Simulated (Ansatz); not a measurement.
Geometry relaxation of Cu (part 2 of 2)

Cu (slab, 5 atoms in the cell); DFT PBEsol, scalar-relativistic, plane waves, PAW, no spin polarisation (Ansatz 0.2.0); cutoff 420 eV, 11×11×1 k-mesh, Gaussian smearing of 0.1 eV. The structure derives from an entry of the Crystallography Open Database. The input holds or restrains some coordinates. Forces given for the steps count only the free coordinates. It belongs to a series of runs on one base structure; here: clean slab, lower half held.

Geometry of the input (Å; fractional positions):
```
2.5197  0.0000  0.0000
0.0000  2.5197  0.0000
0.0000  0.0000  24.1267
Cu 0.5000  0.5000  0.3523
Cu 0.0000  0.0000  0.4262
Cu 0.5000  0.5000  0.5000
Cu 0.0000  0.0000  0.5738
Cu 0.5000  0.5000  0.6477
```

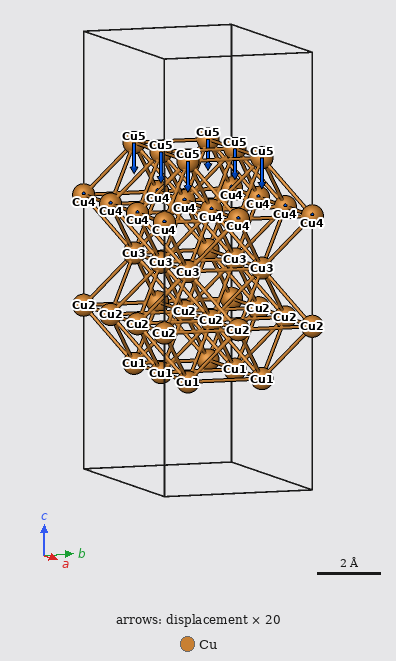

Fig. 1: The starting structure with the displacements as blue arrows, magnified 20 times (ball-and-stick view of the 3 × 2 repeat of the cell, with the vacuum cut short, seen slightly off an axis). The largest move is that of Cu5, 0.052 Å. The cell doesn't change. Distances before and after: Cu4–Cu5 2.520 → 2.479 Å. Over 3 geometry steps the energy falls by 1.4 meV per atom. The largest force component goes from 0.25 to 0.0095 eV/Å. (Atoms are counted from 1 in the order of the input.)

```
WARN: The input density's exchange-correlation potential varies sharply where the density is thin. Do not read a vacuum level from v_tot or v_xc, or from such a field of the output density. On a cell that repeats whose density bears no net charge and no dipole along the vacuum's axis use v_es (v_loc + v_h of the components); under efield.dipole_correction with no amplitude use v_es + v_field, which holds any external_charges[].barrier, or the levels of the report's work_function block, which leave it out; under a non-zero efield.amplitude the vacuum is tilted and has no level; on a cell that repeats and bears such a dipole with no correction it is tilted too, and efield.dipole_correction with no amplitude gives each side of its ramp a level where efield: is served; in a cell that repeats whose density bears a net charge (total_charge, or a fill off its count) it is curved and has none; of a slab under crystal.periodic whose density bears no net charge use v_es, which has a level on each side, short of where the two are joined; of another it falls or rises all the way out and has none; of a slab beside external_charges read slab_vacuum_level instead, which it has where they leave it neutral. The grid or the basis barely resolves most such structure, and the values can differ between equally converged runs; as a rule a tighter scf.convergence.dr2_threshold does not remove it. Where the density itself ripples (under the LDA too) a higher basis.ecutwfc lessens it. The files hold the spikes' plane waves up to the density's cutoff. Files: v_tot and the like, and their columns of v_z.tsv (output.write_potential); v_xc and the like, and their columns of v_comp_z.tsv (output.write_potential_components); where files of the output density stand in their place, no point of their own thin density is over the threshold below, and this is of outcome.potential() and, of a run that writes arrays (npy), the arrays of these names. Measured: with its Gaussian average of σ = 0.25 Å subtracted twice, the exchange-correlation potential is over 0.1 eV at 42 of the grid points where the equally averaged density (valence and model cores) is under 1e-3 e/Å³, and 0.179 eV at the most among them, at an averaged density of 1.1e-8 e/Å³. See output.write_potential in the manual, Limitations
SCF converged after 2 iterations
Free energy (F): -32942.408715 eV
Harris-Foulkes:  -32942.408715 eV  (|F-HF|=5.71e-8)
Internal energy: -32942.393807 eV  (E = F + TS)
E sigma→0 (E₀):  -32942.401261 eV
Entropy (-TS):   -0.014908 eV (-2.982 meV/atom)
Fermi energy:    3.577034 eV
Dipole field:    D = 0.000916 V/Å  (p = 0.000775 e·Å, saw-weighted, corrected)
Work function:   Φ+ = 4.6275 eV   Φ− = 4.6496 eV
Levels:          The Fermi level and band energies are counted from a zero that moves with the ramp; work functions are not
--- Per-component energies (eV) ---
  E_band       = -3032.538015
  E_kinetic    = 1501.489712
  E_local      = -230548.976033  (includes V_loc(G=0)·N_el)
  E_nonlocal   = 1963.469565
  E_hartree    = 113441.174762
  E_xc         = -443.359759
  E_vxc        = -574.556544  (∫ρ·V_xc dr)
  E_paw        = -8136.651003  (= ΣΔE_a)
  E_vpaw       = -2256.331908  (= ΣTr[D̂ρ^β])
  E_aug_tail   = 0.001209  (compensation charges beyond the density's cutoff)
  E_efield     = 0.000000  (sawtooth field / dipole correction)
  E_vefield    = 0.000785  (∫n·V_field dr)
  E_ewald      = 89279.426728
  E_core_change = 1.031011  (= ΣΔE_core)
  E_smearing   = -0.014908  (= −TS)
  E_closure    = 0.000000  (closes the sum)
  Σ components = -32942.408715   (vs F -32942.408715, Δ=0.00e0)
--- Forces (eV/Å), atoms counted from 1 ---
  atom   1  Cu    -0.00000000     0.00000000     0.24045336
  atom   2  Cu     0.00000000     0.00000000    -0.24250284
  atom   3  Cu    -0.00000000     0.00000000     0.00127085
  atom   4  Cu     0.00000000     0.00000000    -0.00866057
  atom   5  Cu    -0.00000000     0.00000000     0.00948902
  max |Σ_I F_I| component: 4.98e-5 eV/Å
--- Band table (eV; the first three rows and the last of 21) ---
  k-point 0: bands = ["-108.7876", "-108.7496", "-108.7377", "-108.3194", "-108.2716", "-66.3341", "-66.2877", "-66.2802", "-66.2802", "-66.2426", "-66.2426", "-66.2379", "-66.2124", "-66.2124", "-65.8290", "-65.8290", "-65.8256", "-65.7815", "-65.7815", "-65.7778", "-5.7691", "-4.5793", "-2.8362", "-1.5426", "-1.4248", "-0.9315", "-0.5843", "-0.0659", "0.3511", "0.4884", "0.5826", "0.5826", "0.9438", "0.9438", "1.0189", "1.2248", "1.3927", "1.4199", "1.4745", "1.4745", "1.5796", "1.6343", "1.8295", "1.9658", "1.9658", "2.1262", "2.1490", "2.1490", "2.1609", "3.4636", "4.7525", "7.9884", "8.2931", "8.9695", "10.2081", "11.1209", "13.0668"]
  k-point 1: bands = ["-108.7871", "-108.7490", "-108.7375", "-108.3189", "-108.2711", "-66.3328", "-66.2921", "-66.2817", "-66.2795", "-66.2508", "-66.2419", "-66.2353", "-66.2171", "-66.2125", "-65.8343", "-65.8286", "-65.8252", "-65.7868", "-65.7811", "-65.7773", "-5.5652", "-4.3864", "-2.6671", "-1.4076", "-1.3141", "-0.8763", "-0.5403", "-0.0423", "0.3411", "0.5363", "0.5889", "0.6061", "0.7589", "0.9214", "1.0176", "1.2135", "1.3293", "1.3305", "1.3997", "1.4022", "1.6688", "1.7097", "1.7724", "1.8313", "2.0414", "2.0501", "2.1007", "2.1619", "2.1822", "3.8375", "5.1919", "8.1810", "8.4985", "9.1568", "10.4080", "11.2861", "13.2552"]
  k-point 2: bands = ["-108.7857", "-108.7472", "-108.7370", "-108.3177", "-108.2699", "-66.3297", "-66.3055", "-66.2847", "-66.2777", "-66.2656", "-66.2397", "-66.2364", "-66.2278", "-66.2128", "-65.8485", "-65.8276", "-65.8240", "-65.8010", "-65.7800", "-65.7762", "-4.9684", "-3.8330", "-2.2179", "-1.0905", "-1.0240", "-0.7208", "-0.3904", "0.0517", "0.2846", "0.6034", "0.6380", "0.6534", "0.6627", "0.6849", "0.8507", "1.1357", "1.2106", "1.3028", "1.3081", "1.4242", "1.5278", "1.5613", "1.7012", "1.7247", "1.9665", "1.9869", "2.1108", "2.1556", "2.7460", "4.6532", "6.2147", "8.7557", "9.1139", "9.7146", "11.0074", "11.7454", "12.3180"]
  k-point 20: bands = ["-108.7757", "-108.7345", "-108.7313", "-108.3083", "-108.2604", "-66.3440", "-66.3440", "-66.3076", "-66.3065", "-66.2960", "-66.2701", "-66.2668", "-66.2659", "-66.2516", "-65.8886", "-65.8886", "-65.8412", "-65.8412", "-65.8165", "-65.7680", "-1.3854", "-1.2575", "-0.9797", "-0.8833", "-0.8808", "-0.5118", "-0.4618", "-0.4394", "-0.2796", "0.2657", "0.2865", "1.1405", "1.1632", "1.5161", "1.5874", "1.8479", "1.8663", "1.9077", "1.9356", "2.0073", "2.0191", "2.0652", "2.0965", "2.4356", "2.4846", "5.1278", "5.9929", "6.7476", "7.6974", "8.8094", "9.9794", "11.0209", "11.2253", "11.8638", "12.0337", "12.5156", "12.7650"]
--- Relaxed structure (4 steps of the walk, 4 accepted, 0 SCFs on fresh bases) ---
  F+E_penalty+E_count = -32942.40871532 eV   max|allowed force component| = 9.489e-3 eV/Å
  atoms:
    - { symbol: Cu, position: [0.5, 0.5, 0.35230613740000005] }
    - { symbol: Cu, position: [0.0, 0.0, 0.4261530687] }
    - { symbol: Cu, position: [0.5, 0.5, 0.5000373661898663] }
    - { symbol: Cu, position: [2.3886050155920413e-36, 0.0, 0.5740868364776218] }
    - { symbol: Cu, position: [0.5, 0.5, 0.6455478527598588] }
```

### Trajectory as extended XYZ (Å, eV, eV/Å), 4 frames, from step=1 to step=4
```
5
Lattice="2.5197 0.0000 0.0000 0.0000 2.5197 0.0000 0.0000 0.0000 24.1267" Properties=species:S:1:pos:R:3:forces:R:3 step=1 energy=-32942.40191
Cu    1.2598    1.2598    8.5000    0.0000   0.0000   0.2373
Cu    0.0000    0.0000   10.2817    0.0000   0.0000  -0.2470
Cu    1.2598    1.2598   12.0634    0.0000   0.0000   0.0000
Cu    0.0000    0.0000   13.8451    0.0000   0.0000   0.2470
Cu    1.2598    1.2598   15.6267    0.0000   0.0000  -0.2373
5
Lattice="2.5197 0.0000 0.0000 0.0000 2.5197 0.0000 0.0000 0.0000 24.1267" Properties=species:S:1:pos:R:3:forces:R:3 step=2 energy=-32942.40587
Cu    1.2598    1.2598    8.5000    0.0000   0.0000   0.2385
Cu    0.0000    0.0000   10.2817    0.0000   0.0000  -0.2425
Cu    1.2598    1.2598   12.0643    0.0000   0.0000  -0.0054
Cu    0.0000    0.0000   13.8470    0.0000   0.0000   0.1659
Cu    1.2598    1.2598   15.6087    0.0000   0.0000  -0.1567
5
Lattice="2.5197 0.0000 0.0000 0.0000 2.5197 0.0000 0.0000 0.0000 24.1267" Properties=species:S:1:pos:R:3:forces:R:3 step=3 energy=-32942.40871
Cu    1.2598    1.2598    8.5000    0.0000   0.0000   0.2404
Cu    0.0000    0.0000   10.2817    0.0000   0.0000  -0.2425
Cu    1.2598    1.2598   12.0643    0.0000   0.0000   0.0013
Cu    0.0000    0.0000   13.8508    0.0000   0.0000  -0.0086
Cu    1.2598    1.2598   15.5750    0.0000   0.0000   0.0094
5
Lattice="2.5197 0.0000 0.0000 0.0000 2.5197 0.0000 0.0000 0.0000 24.1267" Properties=species:S:1:pos:R:3:forces:R:3 step=4 energy=-32942.40871
Cu    1.2598    1.2598    8.5000    0.0000   0.0000   0.2405
Cu    0.0000    0.0000   10.2817    0.0000   0.0000  -0.2425
Cu    1.2598    1.2598   12.0643    0.0000   0.0000   0.0013
Cu    0.0000    0.0000   13.8508    0.0000   0.0000  -0.0087
Cu    1.2598    1.2598   15.5750    0.0000   0.0000   0.0095
```

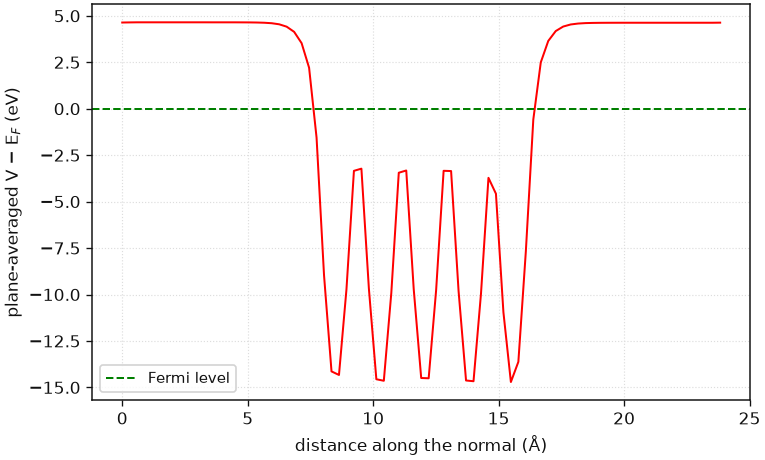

Fig. 2: Plane average of the electrostatic potential energy of an electron across the cell, from the Fermi level. The vacuum level lies 4.63 eV above the Fermi level on the upper side and 4.65 eV on the lower.

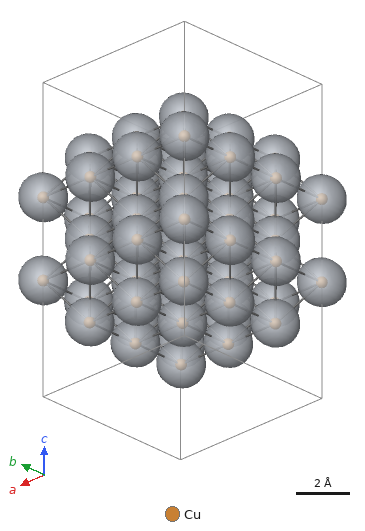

Fig. 3: Isosurface of the valence charge density (pseudo) at 0.5 e/Å³ (grey), seen at an oblique angle. Sticks mark near contacts. At this value the density breaks into separate islands; it holds about 90 % of the electrons treated as valence (semicore included). It is pinched off along the Cu–Cu (2.48 Å) and Cu–Cu (2.52 Å) contacts. On the grid the lowest density along these lines, outside the cores, is 0.31 e/Å³ (Cu–Cu, 2.48 Å) and 0.29 e/Å³ (Cu–Cu, 2.52 Å). Core electrons are frozen (PAW), so the fields are smoothed inside the atomic spheres.

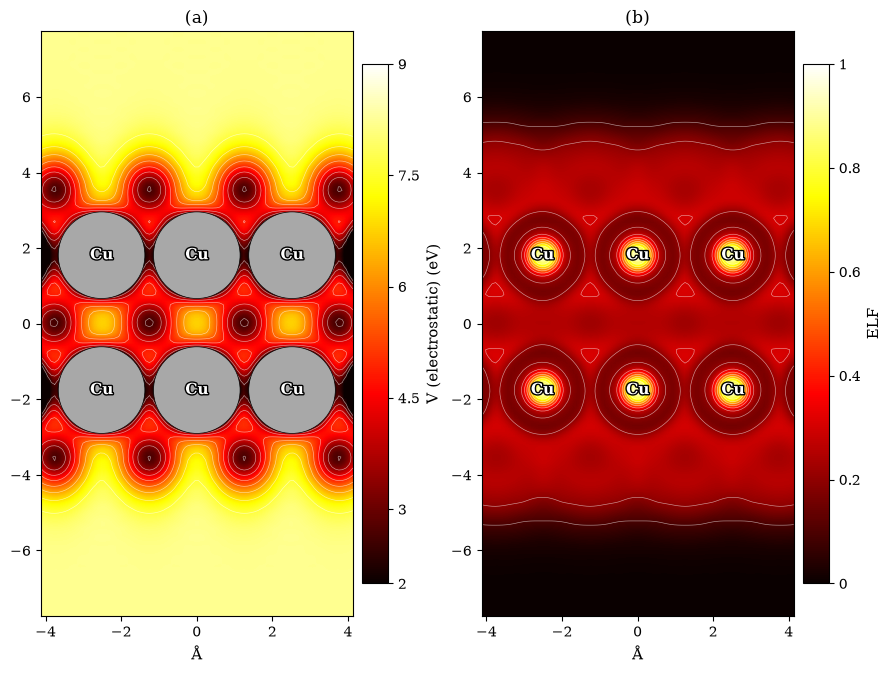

Fig. 4: (a) electrostatic potential energy of an electron; (b) electron localisation function on the (010) plane of the calculation cell, a cut from vacuum to vacuum. Grey discs, where drawn, cover atomic cores. Atoms in the plane: Cu. Cu–Cu (2.52 Å): the ELF is about 0.20 at the midpoint; no shared electron pair. The strong features right at Cu lie inside the PAW spheres (semicore, d or f shells) and say nothing about bonding.

### Results in brief

| quantity | value |
| --- | --- |
| outcome | converged under the restraints of the input |
| electrons treated | 95 |
| free energy | −32942.4087 eV |
| work function, top face | 4.63 eV |
| work function, bottom face | 4.65 eV |
| Fermi energy | 3.577 eV |
| gap on the k-point mesh | none (metallic) |
| final volume | 153.18 Å³ |
| work function (upper face) | 4.63 eV |
| largest force (length of the vector) at the end, held atoms and coordinates included | 0.243 eV/Å |
| wall time | 2.1 min |
| peak memory | 0.5 GiB |

### Notes

The program warns: the exchange-correlation potential is rough where the density is thin.
